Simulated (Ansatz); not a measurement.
# What a change does: single-point calculation on MoS2

System: MoS2 (R3m, 9 atoms in the cell).
Method of run A: DFT PBEsol, scalar-relativistic, plane waves, PAW, no spin polarisation (Ansatz 0.2.0).

The structure derives from a Materials Project entry. Text and figures count atoms from 1; the logs count them from 0 in places.

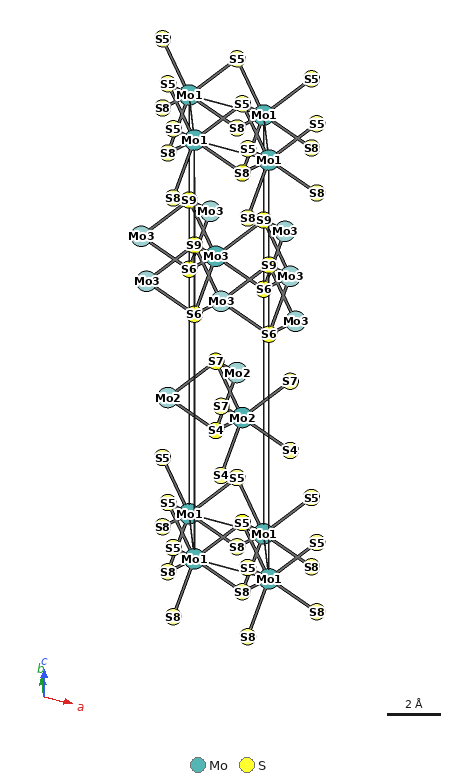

Fig. 1: The structure (ball-and-stick view of the cell of the calculation, seen at an oblique angle; neighbours outside the cell are drawn fainter; atoms are numbered from 1 in the order of the input).

Input, run A:
```yaml
crystal:
  lattice:
    - [3.1430697428, 0.0, 0.0]
    - [-1.5715348714, 2.7219782431, 0.0]
    - [0.0, 0.0, 18.8551778668]
  atoms:
    - { symbol: Mo, position: [0.0, 0.0, 0.0002317094] }
    - { symbol: Mo, position: [0.6666666667, 0.3333333333, 0.3335650427] }
    - { symbol: Mo, position: [0.3333333333, 0.6666666667, 0.666898376] }
    - { symbol: S, position: [0.3333333333, 0.6666666667, 0.2509161712] }
    - { symbol: S, position: [0.6666666667, 0.3333333333, 0.0828511194] }
    - { symbol: S, position: [0.0, 0.0, 0.5842495045] }
    - { symbol: S, position: [0.3333333333, 0.6666666667, 0.4161844528] }
    - { symbol: S, position: [0.6666666667, 0.3333333333, 0.9175828379] }
    - { symbol: S, position: [0.0, 0.0, 0.7495177861] }
basis:
  ecutwfc: 420
kpoints:
  mp_grid: { grid: [12, 12, 2] }
  band_path: { path: [VBM, CBM], npoints: 2 }
hamiltonian:
  xc: pbesol
scf:
  occupations: { method: gaussian, width: 0.02 }
output:
  forces: true
  stress: true
  eigenvalues: true
checkpoint:
  read: start.run
  write: ck
  compress: false
  write_wavefunctions: false
  write_every: 100000
```

Command:
```bash
ansatz run input.yaml --threads 1 --pin off --max-ram 2560MiB --backend cpu --events-out ev --progress --plain --runs-dir out
```

Hardware: 1 thread of Intel Xeon @ 2.50GHz (Skylake/Cascade Lake), 192 GiB of memory available, shared host.

Output, shortened to warnings, some set-up lines, iterations and results (run A):
```
Basis set: ecut = 420 eV, 3135 PW (Γ), exchange–correlation on 48×48×256 points (8 copies of the dense FFT grid, shifted against one another)
Symmetry: 18 space group operations
k-points: 38 of 288 (time reversal used)
Initial density: read from a saved state, or passed on in memory by an earlier SCF of this step, an earlier step, the calling program or the single point that the run made first
[...]
SCF iter   1: F=—  HF=-20010.503948 eV  |F-HF|=—  |Δ(HF+E_count)|=         —  Δρ=2.06e-6  dr2=1.34e-8  ethr=1.37e-7  ⟨swp⟩=3.7  Hψ=12884  notcnv=0
SCF iter   2: F=—  HF=-20010.503936 eV  |F-HF|=—  |Δ(HF+E_count)|=   1.22e-5  Δρ=1.32e-6  dr2=3.35e-9  ethr=1.71e-11  ⟨swp⟩=6.9  Hψ=7525  notcnv=0
SCF iter   3: F=-20010.503936 eV  HF=-20010.503936 eV  |F-HF|=1.37e-9  |Δ(HF+E_count)|=   2.54e-9  Δρ=7.95e-7  dr2=1.42e-9  ethr=4.29e-12  ⟨swp⟩=1.8  Hψ=4701  notcnv=0
SCF 1 converged in 3 iterations: F = -20010.503936 eV  dr2 = 1.42e-9
NSCF: frozen V_eff on 34 k-points
NSCF: frozen V_eff on 34 k-points
NSCF: frozen V_eff on 34 k-points
NSCF: frozen V_eff on 26 k-points
NSCF: frozen V_eff on 18 k-points
NSCF: frozen V_eff on 11 k-points
NSCF: frozen V_eff on 23 k-points
NSCF: frozen V_eff on 8 k-points
NSCF: frozen V_eff on 19 k-points
NSCF: frozen V_eff on 10 k-points
NSCF: frozen V_eff on 7 k-points
NSCF: frozen V_eff on 20 k-points
NSCF: frozen V_eff on 7 k-points
NSCF: frozen V_eff on 1 k-points
NSCF: frozen V_eff on 1 k-points
NSCF: frozen V_eff on 1 k-points
NSCF: frozen V_eff on 1 k-points
NSCF: frozen V_eff on 1 k-points
NSCF: frozen V_eff on 1 k-points
NSCF: frozen V_eff on 3 k-points
SCF converged after 3 iterations
Free energy (F): -20010.503936 eV
Harris-Foulkes:  -20010.503936 eV  (|F-HF|=1.37e-9)
Internal energy: -20010.503936 eV  (E = F + TS)
E sigma→0 (E₀):  -20010.503936 eV
Fermi energy:    11.171507 eV
--- Per-component energies (eV) ---
  E_band       = -481.381500
  E_kinetic    = 1969.980209
  E_local      = -6181.767079  (includes V_loc(G=0)·N_el)
  E_nonlocal   = 604.328174
  E_hartree    = 2402.306190
  E_xc         = -1127.472062
  E_vxc        = -1214.309483  (∫ρ·V_xc dr)
  E_paw        = -12935.751988  (= ΣΔE_a)
  E_vpaw       = -464.227489  (= ΣTr[D̂ρ^β])
  E_aug_tail   = 0.000092  (compensation charges beyond the density's cutoff)
  E_ewald      = -4743.127064
  E_core_change = 0.999594  (= ΣΔE_core)
  E_smearing   = -0.000000  (= −TS)
  E_closure    = -0.000000  (closes the sum)
  Σ components = -20010.503936   (vs F -20010.503936, Δ=0.00e0)
--- Forces (eV/Å), atoms counted from 1 ---
  atom   1  Mo    -0.00000000    -0.00000000    -0.00007560
  atom   2  Mo     0.00000000    -0.00000000    -0.00007560
  atom   3  Mo    -0.00000000    -0.00000000    -0.00007560
  atom   4  S      0.00000000    -0.00000000    -0.00082251
  atom   5  S     -0.00000000    -0.00000000     0.00089922
  atom   6  S     -0.00000000    -0.00000000    -0.00082251
  atom   7  S     -0.00000000    -0.00000000     0.00089922
  atom   8  S      0.00000000    -0.00000000    -0.00082251
  atom   9  S      0.00000000    -0.00000000     0.00089922
  max |Σ_I F_I| component: 3.36e-6 eV/Å
--- Stress (GPa, compression-positive) ---
        0.003002      -0.000000      -0.000000
        0.000000       0.003002      -0.000000
       -0.000000      -0.000000       0.006372
  P = ⅓ Tr σ = 0.0041 GPa (0.041 kbar)
```

The input of run B differs as follows (lines with − go, lines with + come):
```diff
-    - [3.1430697428, 0.0, 0.0]
-    - [-1.5715348714, 2.7219782431, 0.0]
-    - [0.0, 0.0, 18.8551778668]
+    - [3.1116390454, 0.0, 0.0]
+    - [-1.5558195227, 2.6947584607, 0.0]
+    - [0.0, 0.0, 18.9909310803]
-    - { symbol: Mo, position: [0.0, 0.0, 0.0002317094] }
-    - { symbol: Mo, position: [0.6666666667, 0.3333333333, 0.3335650427] }
-    - { symbol: Mo, position: [0.3333333333, 0.6666666667, 0.666898376] }
-    - { symbol: S, position: [0.3333333333, 0.6666666667, 0.2509161712] }
-    - { symbol: S, position: [0.6666666667, 0.3333333333, 0.0828511194] }
-    - { symbol: S, position: [0.0, 0.0, 0.5842495045] }
-    - { symbol: S, position: [0.3333333333, 0.6666666667, 0.4161844528] }
-    - { symbol: S, position: [0.6666666667, 0.3333333333, 0.9175828379] }
-    - { symbol: S, position: [0.0, 0.0, 0.7495177861] }
+    - { symbol: Mo, position: [0.0, 0.0, 0.0002316428] }
+    - { symbol: Mo, position: [0.6666666667, 0.3333333333, 0.3335649761] }
+    - { symbol: Mo, position: [0.3333333333, 0.6666666667, 0.6668983095] }
+    - { symbol: S, position: [0.3333333333, 0.6666666667, 0.25092066] }
+    - { symbol: S, position: [0.6666666667, 0.3333333333, 0.0828466973] }
+    - { symbol: S, position: [0.0, 0.0, 0.5842539933] }
+    - { symbol: S, position: [0.3333333333, 0.6666666667, 0.4161800306] }
+    - { symbol: S, position: [0.6666666667, 0.3333333333, 0.9175873266] }
+    - { symbol: S, position: [0.0, 0.0, 0.7495133639] }
```

Predict how the results change.

With the same functional and potentials, run B lies 3.1 meV per atom higher. The gap on the mesh goes from 1.01 to 1.07 eV. The pressure goes from 0.00 to 1.89 GPa. The volume per atom goes from 17.92 to 17.69 Å³. The plane waves at Γ go from 3135 to 3087.

Output, shortened to warnings, some set-up lines, iterations and results (run B):
```
Basis set: ecut = 420 eV, 3087 PW (Γ), exchange–correlation on 48×48×256 points (8 copies of the dense FFT grid, shifted against one another)
Symmetry: 18 space group operations
k-points: 38 of 288 (time reversal used)
Initial density: read from a saved state, or passed on in memory by an earlier SCF of this step, an earlier step, the calling program or the single point that the run made first
[...]
SCF iter   1: F=—  HF=-20010.475809 eV  |F-HF|=—  |Δ(HF+E_count)|=         —  Δρ=6.70e-7  dr2=8.55e-10  ethr=1.88e-7  ⟨swp⟩=3.9  Hψ=13104  notcnv=0
SCF iter   2: F=—  HF=-20010.475798 eV  |F-HF|=—  |Δ(HF+E_count)|=   1.11e-5  Δρ=4.12e-7  dr2=5.30e-10  ethr=1.10e-12  ⟨swp⟩=7.0  Hψ=7819  notcnv=0
SCF iter   3: F=-20010.475798 eV  HF=-20010.475798 eV  |F-HF|=8.00e-11  |Δ(HF+E_count)|=  6.91e-11  Δρ=2.37e-7  dr2=1.07e-10  ethr=1.00e-12  ⟨swp⟩=1.0  Hψ=3802  notcnv=0
SCF 1 converged in 3 iterations: F = -20010.475798 eV  dr2 = 1.07e-10
NSCF: frozen V_eff on 34 k-points
NSCF: frozen V_eff on 34 k-points
NSCF: frozen V_eff on 34 k-points
NSCF: frozen V_eff on 11 k-points
NSCF: frozen V_eff on 14 k-points
NSCF: frozen V_eff on 11 k-points
NSCF: frozen V_eff on 23 k-points
NSCF: frozen V_eff on 8 k-points
NSCF: frozen V_eff on 19 k-points
NSCF: frozen V_eff on 10 k-points
NSCF: frozen V_eff on 7 k-points
NSCF: frozen V_eff on 20 k-points
NSCF: frozen V_eff on 7 k-points
NSCF: frozen V_eff on 1 k-points
NSCF: frozen V_eff on 1 k-points
NSCF: frozen V_eff on 1 k-points
NSCF: frozen V_eff on 1 k-points
NSCF: frozen V_eff on 1 k-points
NSCF: frozen V_eff on 1 k-points
NSCF: frozen V_eff on 3 k-points
SCF converged after 3 iterations
Free energy (F): -20010.475798 eV
Harris-Foulkes:  -20010.475798 eV  (|F-HF|=8.00e-11)
Internal energy: -20010.475798 eV  (E = F + TS)
E sigma→0 (E₀):  -20010.475798 eV
Fermi energy:    11.289019 eV
--- Per-component energies (eV) ---
  E_band       = -466.591588
  E_kinetic    = 1973.310549
  E_local      = -6236.005625  (includes V_loc(G=0)·N_el)
  E_nonlocal   = 604.536507
  E_hartree    = 2436.032436
  E_xc         = -1128.775139
  E_vxc        = -1216.026322  (∫ρ·V_xc dr)
  E_paw        = -12935.946564  (= ΣΔE_a)
  E_vpaw       = -464.470865  (= ΣTr[D̂ρ^β])
  E_aug_tail   = 0.000098  (compensation charges beyond the density's cutoff)
  E_ewald      = -4724.627652
  E_core_change = 0.999594  (= ΣΔE_core)
  E_smearing   = -0.000000  (= −TS)
  E_closure    = -0.000000  (closes the sum)
  Σ components = -20010.475798   (vs F -20010.475798, Δ=0.00e0)
--- Forces (eV/Å), atoms counted from 1 ---
  atom   1  Mo    -0.00000000     0.00000000    -0.00010422
  atom   2  Mo     0.00000000     0.00000000    -0.00010422
  atom   3  Mo    -0.00000000     0.00000000    -0.00010422
  atom   4  S      0.00000000     0.00000000     0.00050078
  atom   5  S     -0.00000000     0.00000000    -0.00039685
  atom   6  S     -0.00000000     0.00000000     0.00050078
  atom   7  S     -0.00000000     0.00000000    -0.00039685
  atom   8  S      0.00000000     0.00000000     0.00050078
  atom   9  S     -0.00000000     0.00000000    -0.00039685
  max |Σ_I F_I| component: 8.64e-7 eV/Å
--- Stress (GPa, compression-positive) ---
        2.831859      -0.000000      -0.000000
        0.000000       2.831859      -0.000000
       -0.000000      -0.000000       0.004144
  P = ⅓ Tr σ = 1.8893 GPa (18.893 kbar)
```

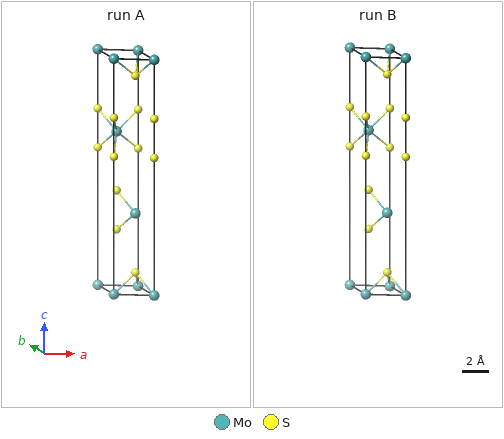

Fig. 2: The two input geometries at one scale (ball-and-stick view of the cell of the calculation, seen slightly off an axis). The atoms keep their places relative to the cell (all moves are under 0.005 Å). The drawn cell changes as follows: a = b 3.143 → 3.112 Å (−1.0 %), c 18.855 → 18.991 Å (+0.7 %); the volume changes by −1.3 %. Among the contacts that change: Mo–S 2.392 → 2.386 Å.

The two runs side by side:

| quantity | run A | run B |
| --- | --- | --- |
| outcome | converged | converged |
| free energy per atom (eV) | −2223.3893 | −2223.3862 |
| gap on the mesh (eV) | 1.01 | 1.07 |
| pressure (GPa) | 0.00 | 1.89 |
| volume per atom (Å³) | 17.92 | 17.69 |
| largest force (eV/Å) | 0.001 | 0.001 |
| irreducible k-points | 38 | 38 |
| plane waves at Γ | 3135 | 3087 |
| wall time (shared host) | 1.9 min | 1.8 min |
